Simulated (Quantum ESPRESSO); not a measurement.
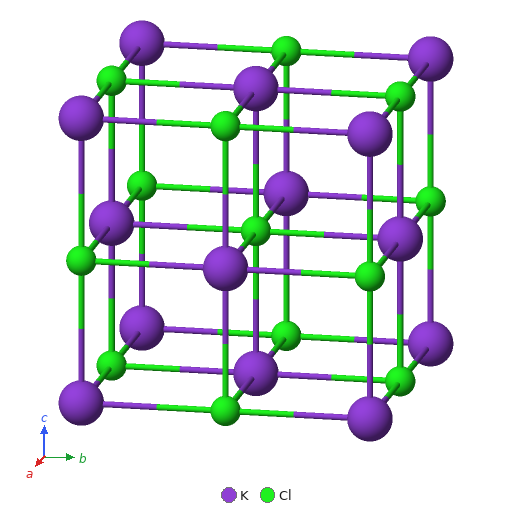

System: KCl, space group Fm-3m (No. 225). The picture shows the conventional cell.

Input file:
```
&CONTROL
  calculation = 'scf'
  prefix = 'pwscf'
  outdir = './tmp'
  pseudo_dir = './pseudo'
  tprnfor = .true.
  tstress = .true.
  disk_io = 'nowf'
/
&SYSTEM
  ibrav = 0
  nat = 2
  ntyp = 2
  ecutwfc = 74
  nbnd = 14
  occupations = 'smearing'
  smearing = 'fd'
  degauss = 0.00367493
  vdw_corr = 'grimme-d3'
  dftd3_version = 4
/
&ELECTRONS
  conv_thr = 4d-10
  electron_maxstep = 120
  mixing_beta = 0.5
/
ATOMIC_SPECIES
K     39.0983 K.upf
Cl    35.4500 Cl.upf
CELL_PARAMETERS angstrom
   0.0000000000    3.1464700000    3.1464700000
   3.1464700000    0.0000000000    3.1464700000
   3.1464700000    3.1464700000    0.0000000000
ATOMIC_POSITIONS crystal
K      0.0000000000    0.0000000000    0.0000000000
Cl     0.5000000000    0.5000000000    0.5000000000
K_POINTS automatic
7 7 7 0 0 0
```

Command:
```bash
OMP_NUM_THREADS=1 pw.x -in pw.in > pw.out
```

Calculation (Quantum ESPRESSO 7.5): plane-wave DFT, no spin polarisation; energies at scaled volumes of the given cell, shape and fractions fixed, counted from the fit's minimum, third-order Birch-Murnaghan fit. Level: PBE with D3(BJ).

| setting | value |
| --- | --- |
| k mesh | 7×7×7 |
| occupations | Fermi–Dirac |
| smearing width | 0.05 eV |
| potentials | PseudoDojo 0.4.1 SR PBE standard |
| wave cutoff | 1007 eV |
| density cutoff | 4027 eV |

What does the calculation give for the energy and pressure against volume? The volume takes the values 29.28, 29.90, 30.53, 31.15, 31.77, 32.40, 33.02 Å³/atom.

A third-order Birch–Murnaghan fit gives V0 = 30.88 Å³/atom, B0 = 18.7 GPa and B′ = 4.8. The energy is 5.30 meV/atom at volume 29.28 Å³/atom and 7.63 meV/atom at 33.02 Å³/atom; the lowest computed point is at volume 31.15 Å³/atom (0.14 meV/atom), and no other minimum shows. The pressure falls from 1.12 GPa at volume 29.28 Å³/atom to −1.07 GPa at 33.02 Å³/atom, and changes sign near 30.87 Å³/atom.

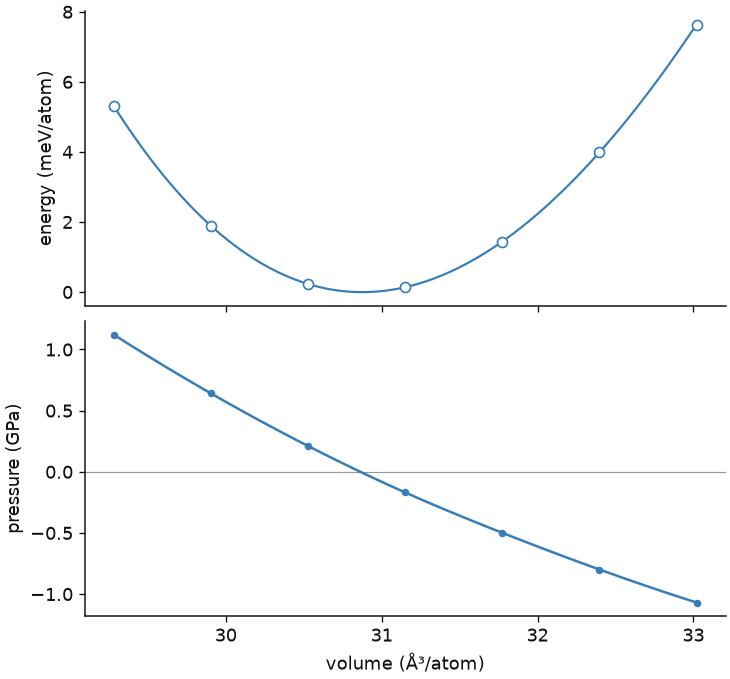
